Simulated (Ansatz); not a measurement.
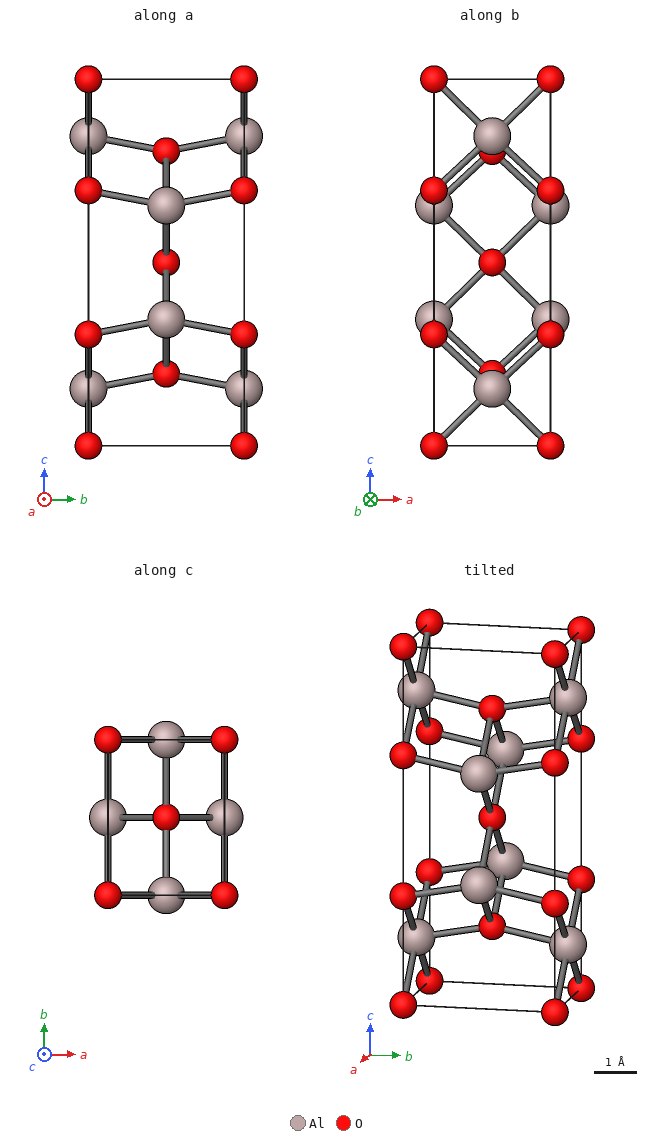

Crystal structure, ball-and-stick style, seen along the a axis, along the b axis, along the c axis and slightly off an axis. The frame is the conventional unit cell; atoms at its boundary are shown with their periodic copies.

Lattice parameters: a = 2.799 Å, b = 3.737 Å, c = 8.804 Å, α = 90.00°, β = 90.00°, γ = 90.00°.

Write down what is shown as a table of Wyckoff sites, with free fractional coordinates to two decimals.

Space group Immm (No. 71).
| atom | site | x | y | z |
| --- | --- | --- | --- | --- |
| Al | 4j | 0.50 | 0.00 | 0.16 |
| O | 2a | 0.00 | 0.00 | 0.00 |
| O | 4i | 0.50 | 0.50 | 0.20 |

The structure was taken from a structure type filled with these elements by a generator (whether the compound takes this form wasn't checked). The atoms were relaxed in a fixed cell with DFT PBE, scalar-relativistic, plane waves, PAW (Ansatz).
